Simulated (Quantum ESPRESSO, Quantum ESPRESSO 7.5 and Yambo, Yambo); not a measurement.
# GaP (F-43m): G0W0 with Yambo, start to end

Wanted: ground state, empty states, screening and self-energy for GaP (F-43m).

Calculated with Quantum ESPRESSO 7.5 and Yambo 5.3.0; PBE and many-body steps on it, plane waves.

**The experiments to reproduce.**

- Gap 2.25 ± 0.04 eV: optical gap from Tauc plot (fundamental, indirect); spectroscopic ellipsometry, Tauc-Lorentz fit and Tauc plot; 300 K; film (GaP layer on Si reference sample) on Si (“Assessment of GaPSb/Si tandem material association properties for photoelectrochemical cells”, 2020, arxiv:2002.02774).

This is a report of a sequence of runs, with most program output left out.

## (1) The structure

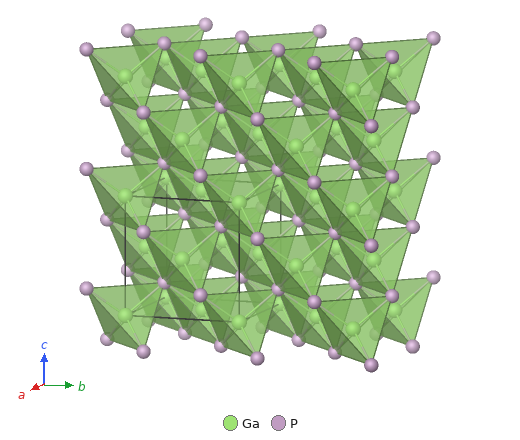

Start, viewed slightly off an axis; gallium green, phosphorus pink. 1×2×2 cells are drawn. This picture shows the conventional cell, with its axes. Some periodic images of atoms are drawn too.

The cell and positions come from the Crystallography Open Database and are kept as given unless a step says otherwise.

## (2) Ground state

This step: Quantum ESPRESSO 7.5; DFT, PBE, plane waves, norm-conserving pseudopotentials.

The ground-state density comes first.

The input, pw.in:

```
&control
  calculation = 'scf'
  prefix = 'x'
  outdir = 'o'
  pseudo_dir = 'pseudo'
/
&system
  ibrav = 0
  nat = 2
  ntyp = 2
  ecutwfc = 104.0
  nbnd = 18
  force_symmorphic = .true.
/
&electrons
  conv_thr = 1e-10
  electron_maxstep = 80
  mixing_beta = 0.5
/
ATOMIC_SPECIES
  Ga 69.723 Ga.upf
  P 30.974 P.upf
CELL_PARAMETERS angstrom
  0.0000000000 2.7252500000 2.7252500000
  2.7252500000 0.0000000000 2.7252500000
  2.7252500000 2.7252500000 0.0000000000
ATOMIC_POSITIONS crystal
  Ga 0.0000000000 0.0000000000 0.0000000000
  P 0.2500000000 0.2500000000 0.2500000000
K_POINTS automatic
  6 6 6 0 0 0
```

Command:

```sh
OMP_NUM_THREADS=1 mpirun -n 8 pw.x -nk 8 -in pw.in > pw.out
```

Wall time 3.7 s (8 MPI ranks of Arm Neoverse V2, shared host); peak memory 0.63 GiB; 29 s of CPU time.

Numbers from this step:

```
total energy               : -6946.6263 eV
gap                        : 1.653 eV
k of the valence top       : 0, 0, 0
k of the conduction bottom : 0, -0.5, -0.5
least direct gap           : 1.818 eV
```

The gap is indirect, with the least direct gap 0.16 eV higher.

## (3) Bands along the symmetry lines

Levels along a band path, at the cheap level, show where the edges lie and whether the meshes to come will hold them.

The input, pw.in:

```
&control
  calculation = 'bands'
  prefix = 'x'
  outdir = 'o'
  pseudo_dir = 'pseudo'
/
&system
  ibrav = 0
  nat = 2
  ntyp = 2
  ecutwfc = 104.0
  nbnd = 19
  force_symmorphic = .true.
/
&electrons
  conv_thr = 1e-9
  electron_maxstep = 80
  diago_full_acc = .true.
  diago_thr_init = 5e-6
/
ATOMIC_SPECIES
  Ga 69.723 Ga.upf
  P 30.974 P.upf
CELL_PARAMETERS angstrom
  0.0000000000 2.7252500000 2.7252500000
  2.7252500000 0.0000000000 2.7252500000
  2.7252500000 2.7252500000 0.0000000000
ATOMIC_POSITIONS crystal
  Ga 0.0000000000 0.0000000000 0.0000000000
  P 0.2500000000 0.2500000000 0.2500000000
K_POINTS crystal
  50
  0.00000000 0.00000000 0.00000000 1
  -0.06250000 -0.06250000 0.00000000 1
  -0.12500000 -0.12500000 0.00000000 1
  -0.18750000 -0.18750000 0.00000000 1
  -0.25000000 -0.25000000 0.00000000 1
  -0.31250000 -0.31250000 0.00000000 1
  -0.37500000 -0.37500000 0.00000000 1
  -0.43750000 -0.43750000 0.00000000 1
  -0.50000000 -0.50000000 0.00000000 1
  -0.48437500 -0.48437500 0.03125000 1
  -0.46875000 -0.46875000 0.06250000 1
  -0.45312500 -0.45312500 0.09375000 1
  -0.43750000 -0.43750000 0.12500000 1
  -0.42187500 -0.42187500 0.15625000 1
  -0.40625000 -0.40625000 0.18750000 1
  -0.39062500 -0.39062500 0.21875000 1
  -0.37500000 -0.37500000 0.25000000 1
  -0.37500000 0.00000000 0.37500000 1
  -0.32812500 0.00000000 0.32812500 1
  -0.28125000 0.00000000 0.28125000 1
  -0.23437500 0.00000000 0.23437500 1
  -0.18750000 0.00000000 0.18750000 1
  -0.14062500 0.00000000 0.14062500 1
  -0.09375000 0.00000000 0.09375000 1
  -0.04687500 0.00000000 0.04687500 1
  0.00000000 0.00000000 0.00000000 1
  0.00000000 0.00000000 0.06250000 1
  0.00000000 0.00000000 0.12500000 1
  0.00000000 0.00000000 0.18750000 1
  0.00000000 0.00000000 0.25000000 1
  0.00000000 0.00000000 0.31250000 1
  0.00000000 0.00000000 0.37500000 1
  0.00000000 0.00000000 0.43750000 1
  -0.00000000 -0.00000000 0.50000000 1
  -0.06250000 -0.03125000 0.46875000 1
  -0.12500000 -0.06250000 0.43750000 1
  -0.18750000 -0.09375000 0.40625000 1
  -0.25000000 -0.12500000 0.37500000 1
  -0.31250000 -0.15625000 0.34375000 1
  -0.37500000 -0.18750000 0.31250000 1
  -0.43750000 -0.21875000 0.28125000 1
  -0.50000000 -0.25000000 0.25000000 1
  -0.50000000 -0.28125000 0.21875000 1
  -0.50000000 -0.31250000 0.18750000 1
  -0.50000000 -0.34375000 0.15625000 1
  -0.50000000 -0.37500000 0.12500000 1
  -0.50000000 -0.40625000 0.09375000 1
  -0.50000000 -0.43750000 0.06250000 1
  -0.50000000 -0.46875000 0.03125000 1
  -0.50000000 -0.50000000 0.00000000 1
```

The job ended after 3.3 s (8 MPI ranks; peak memory 0.56 GiB).

This step gave:

| Property | Result |
| --- | --- |
| gap | 1.594 eV |
| k of the valence top | 0, 0, 0 |
| k of the conduction bottom | -0.4375, -0.4375, 0 |
| least direct gap | 1.818 eV |

The gap is 1.594 eV, −0.059 eV from the run before at this level.

Electronic bands along the path, in eV, zero at the top of the highest filled band:

```tsv
point	band 10	band 11	band 12	band 13	band 14	band 15	band 16	band 17
Γ	-12.49	0.00	0.00	0.00	1.82	3.89	3.89	3.89
X	-9.53	-6.75	-2.68	-2.68	1.65	1.82	10.58	10.58
U	-9.56	-6.55	-3.94	-2.25	2.19	4.80	8.23	8.26
jump to K	-9.56	-6.55	-3.94	-2.25	2.19	4.80	8.23	8.26
Γ	-12.49	0.00	0.00	0.00	1.82	3.89	3.89	3.89
L	-10.43	-6.63	-1.12	-1.12	1.67	4.72	4.72	8.28
W	-9.44	-6.55	-3.57	-3.42	4.70	4.86	6.10	6.15
X	-9.53	-6.75	-2.68	-2.68	1.65	1.82	10.58	10.58
```

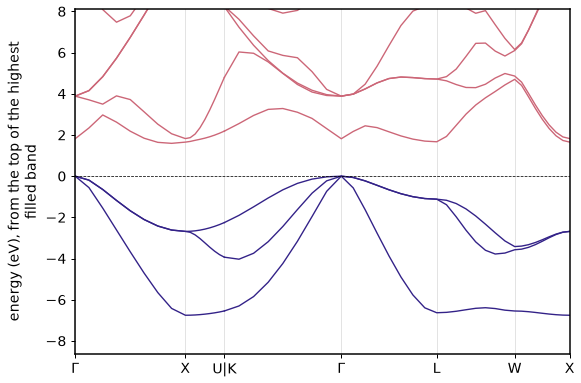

Electronic bands along the path; lines of filled and empty bands in two colours.

## (4) Empty states on the mesh, 4×4×4 mesh, 181 bands

The sums over transitions need many empty states on a uniform mesh; this step solves for them.

The input, pw.in:

```
&control
  calculation = 'nscf'
  prefix = 'x'
  outdir = 'o'
  pseudo_dir = 'pseudo'
/
&system
  ibrav = 0
  nat = 2
  ntyp = 2
  ecutwfc = 104.0
  nbnd = 181
  force_symmorphic = .true.
/
&electrons
  conv_thr = 1e-9
  electron_maxstep = 80
  diago_full_acc = .true.
  diago_thr_init = 5e-6
/
ATOMIC_SPECIES
  Ga 69.723 Ga.upf
  P 30.974 P.upf
CELL_PARAMETERS angstrom
  0.0000000000 2.7252500000 2.7252500000
  2.7252500000 0.0000000000 2.7252500000
  2.7252500000 2.7252500000 0.0000000000
ATOMIC_POSITIONS crystal
  Ga 0.0000000000 0.0000000000 0.0000000000
  P 0.2500000000 0.2500000000 0.2500000000
K_POINTS automatic
  4 4 4 0 0 0
```

Command:

```sh
OMP_NUM_THREADS=1 mpirun -n 8 pw.x -nk 4 -in pw.in > pw.out
```

The job ended after 8.7 s (8 MPI ranks; peak memory 0.78 GiB; 69 s of CPU time).

This step gave:

```
gap                                                           : 1.653 eV
k of the valence top                                          : 0, 0, 0
k of the conduction bottom                                    : 0, -0.5, -0.5
least direct gap                                              : 1.818 eV
k points computed                                             : 8
lowest point of the top converged band, above the valence top : 137.8218 eV
```

On this mesh the gap is 1.653 eV.

## (5) Conversion and set-up

This step: Yambo 5.3.0; conversion and set-up on PBE, plane waves, norm-conserving pseudopotentials.

The states are converted to the many-body program's format and the q mesh is built.

Command:

```sh
(cd o/x.save; p2y > p2y.log; mv SAVE ../..); yambo > setup.log
```

It took 2.5 s on 1 MPI rank; peak memory 0.25 GiB.

## (6) Screening and self-energy, 4×4×4 mesh, 181 bands, screening to 210.9 eV

Now the one-shot GW correction: screening in the RPA, then the self-energy of the levels asked for.

This step: G0W0 on PBE, plane waves, norm-conserving pseudopotentials.

The input, gw1.in:

```
HF_and_locXC
gw0
dyson
ppa
em1d
rim_cut
RandQpts= 1000000
RandGvec= 1 RL
EXXRLvcs= 104 Ry
VXCRLvcs= 416 Ry
Chimod= "HARTREE"
% BndsRnXp
 1 | 181 |
%
NGsBlkXp= 15.5 Ry
% LongDrXp
 1 | 1 | 1 |
%
% GbndRnge
 1 | 181 |
%
DysSolver= "n"
ExtendOut
PPAPntXp= 27.21138 eV
% QPkrange
 1 | 8 | 11 | 17 |
%
```

Command:

```sh
OMP_NUM_THREADS=1 mpirun -n 8 yambo -F gw1.in -J gw1 -C gw1 > gw1.log
```

It took 6 min on 8 MPI ranks; peak memory 3.8 GiB.

Numbers from this step:

```yaml
g0w0_gap_on_the_mesh: 2.304 eV
starting_gap_on_the_mesh: 1.653 eV
k_of_the_valence_top: 0, 0, 0
k_of_the_conduction_bottom: 0, -0.5, -0.5
least_direct_g0w0_gap_on_the_computed_points: 2.685 eV
z_at_the_valence_top: 0.7842
z_at_the_conduction_bottom: 0.8088
```

The gap on the mesh goes from 1.65 eV to 2.30 eV, a correction of +0.65 eV.

Limits: finite bands, cutoff and mesh; no spin-orbit coupling; coarse k mesh. v1 is the top filled band, c1 the lowest empty one. The levels before and after the correction (eV, zero at the valence-band top of each column):

```tsv
	conduction bottom	valence top
Kohn-Sham	1.65	0.00
G0W0	2.30	0.00
```

```tsv
	level	energy (eV)
Kohn-Sham	Γ v3-v1	0.000
Kohn-Sham	Γ c1	1.818
Kohn-Sham	Γ c2-c4	3.887
Kohn-Sham	(0 -0.5 -0.5) v3	-6.754
Kohn-Sham	(0 -0.5 -0.5) v2-v1	-2.683
Kohn-Sham	(0 -0.5 -0.5) c1	1.653
Kohn-Sham	(0 -0.5 -0.5) c2	1.825
Kohn-Sham	(0 -0.5 -0.5) c3-c4	10.577
G0W0	Γ v3-v1	0.000
G0W0	Γ c1	2.685
G0W0	Γ c2-c4	4.819
G0W0	(0 -0.5 -0.5) v3	-6.794
G0W0	(0 -0.5 -0.5) v2-v1	-2.769
G0W0	(0 -0.5 -0.5) c1	2.304
G0W0	(0 -0.5 -0.5) c2	2.592
G0W0	(0 -0.5 -0.5) c3-c4	11.472
```

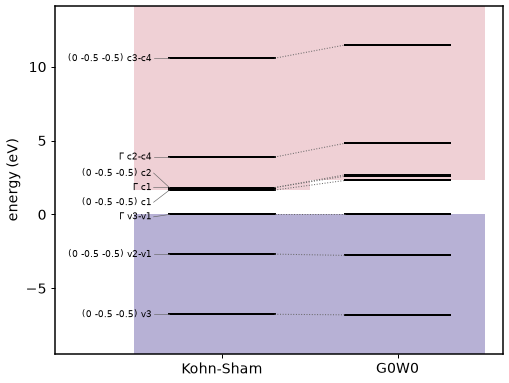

Levels before and after the correction. Shaded: valence and conduction bands.

## (7) Where the time went

Times are wall times on the hardware named with each run, good to a factor of about two.

```tsv
step	time	share	memory (GiB)
ground state	3.7 s	1 %	0.63
bands along the symmetry lines	3.3 s	1 %	0.56
empty states on the mesh	8.7 s	2 %	0.78
conversion and set-up	2.5 s	1 %	0.25
screening and self-energy	6 min	95 %	3.8
```

## (8) Summary of results

```json
{
 "PBE gap": "1.59 eV, indirect",
 "G0W0 gap on the mesh": "2.30 eV",
 "G0W0 gap over the zone (rigid shift)": "2.24 eV",
 "GW settings": "4×4×4 mesh, 181 bands, screening to 210.9 eV, Godby-Needs plasmon pole",
 "known limits": "not at the basis limit; no spin-orbit coupling; coarse k mesh"
}
```

G0W0 moves the gap on the mesh from 1.65 eV to 2.30 eV (+0.65 eV), with Z of 0.78 and 0.81 at the edges. The mesh misses the band edges by 0.06 eV in all; a rigid shift gives 2.24 eV for the zone. The dearest step here is «screening and self-energy». Against experiment, by G0W0@PBE: the gap of 2.24 eV lies −0.01 eV from the measured 2.25 ± 0.04 eV (indirect, 300 K, on Si, 2020). The calculation has static nuclei and no excitons; a measured gap holds zero-point and thermal motion, which mostly lowers it. Bands and cutoff are finite, so the gap is not at the basis limit. The miss can reach some tenths of an eV and take either sign; the mesh is an error of its own. A denser mesh or path gives a starting gap of 1.59 eV: the GW mesh misses a band edge, so its gaps are not the fundamental one. The 4×4×4 mesh is coarse for this cell, which bears on the long-range parts of exchange and screening. The many-body steps are scalar-relativistic: spin-orbit coupling is not in them.

[Paths, hosts, dates, memory and timing lines, banners, echoed tables and standing remarks are left out of the program output.]

[Logs are printed without paths, hosts, clocks, repeated set-up lines and the standing remarks that a program may print on its own settings, such as how far it seeks lower states.]

[Runs of the session that timed out or met a known fault of the program may be left out.]

[Hosts, paths, dates, database ids (printed as entryN), source tags and the programs' standing remarks are cut or masked in the printed files.]
